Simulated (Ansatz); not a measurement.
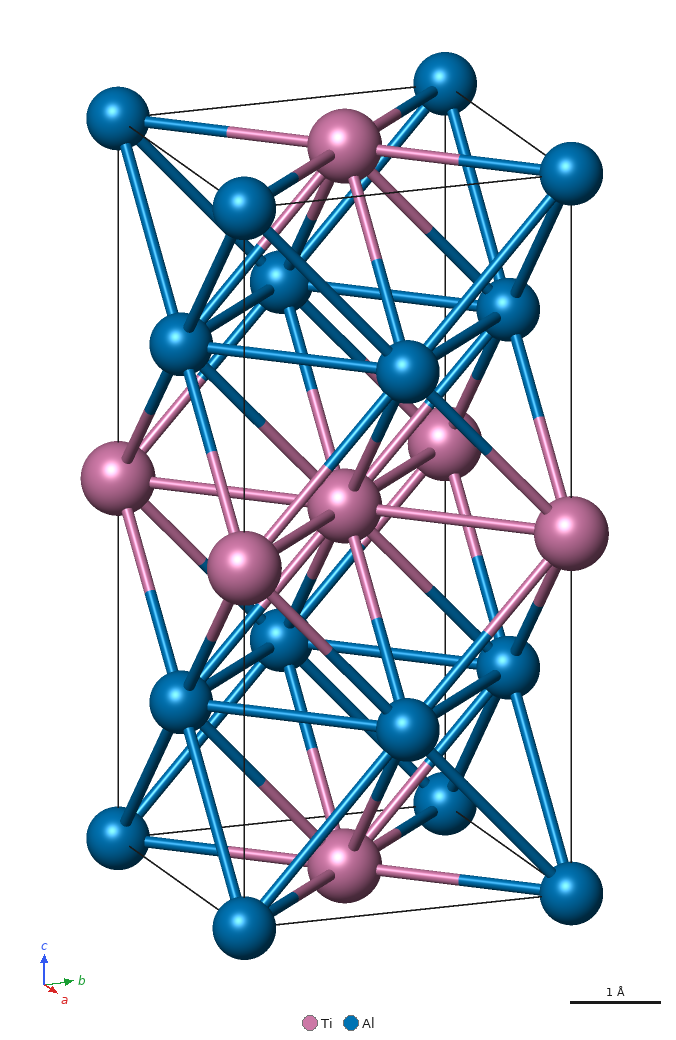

This ball-and-stick model is shown slightly off an axis. The lines enclose the conventional unit cell; boundary atoms appear with their images. Cell: a = 3.90 Å, b = 3.90 Å, c = 8.32 Å, α = 90.00°, β = 90.00°, γ = 90.00°.

The cell started as a structure listed in the Materials Project. Earlier steps of the study, as a rule a relaxation of our own, may have changed the cell and positions, so they can lie some per cent off the listed ones. It went into a calculation with Ansatz.

**Notes on the structure:**

The material is Ti₃Al₅. Its lattice is primitive tetragonal, its space group P4/mmm (No. 123). It has 8 atoms to the cell (3 Ti, 5 Al). Ti takes three kinds of site: 1b with eight Al and four Ti in a cuboctahedral arrangement (about 2.8 Å to Al, 2.8 Å to Ti); 1c with twelve Al in a cuboctahedral arrangement at about 2.8 to 2.9 Å; 1d with eight Al and four Ti in a cuboctahedral arrangement (about 2.8 Å to Al, 2.8 Å to Ti). Al takes two kinds of site: 4i with six Ti and six Al in a cuboctahedral arrangement (about 2.8 Å to Ti, 2.8 to 2.9 Å to Al); 1a with eight Al and four Ti in a cuboctahedral arrangement (about 2.9 Å to Al, 2.8 Å to Ti). The bonds build a three-dimensional framework.

The numbers come from DFT r2SCAN, scalar-relativistic, plane waves, PAW (Ansatz 0.2.0), using a 500 eV plane-wave basis, k-grid 10×10×4, Gaussian smearing of 0.1 eV, no spin polarisation.

**What does the calculation say: metal or gapped?**

A metal: bands cross the Fermi level.

**Predict the Bader charges.**

Ti +0.72 to +0.89 e; Al -0.52 to -0.31 e.

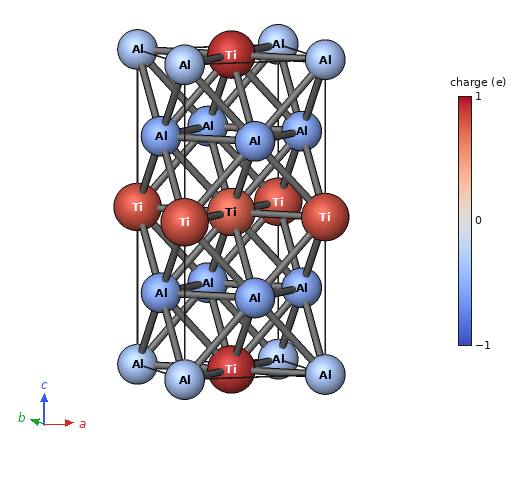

The atoms coloured by those charges. The run's cell of 8 atoms is drawn.

**Are forces and stress small enough to call this relaxed?**

Yes. All forces vanish to within 0.01 eV/Å. The pressure is 0.0 GPa, close to zero.
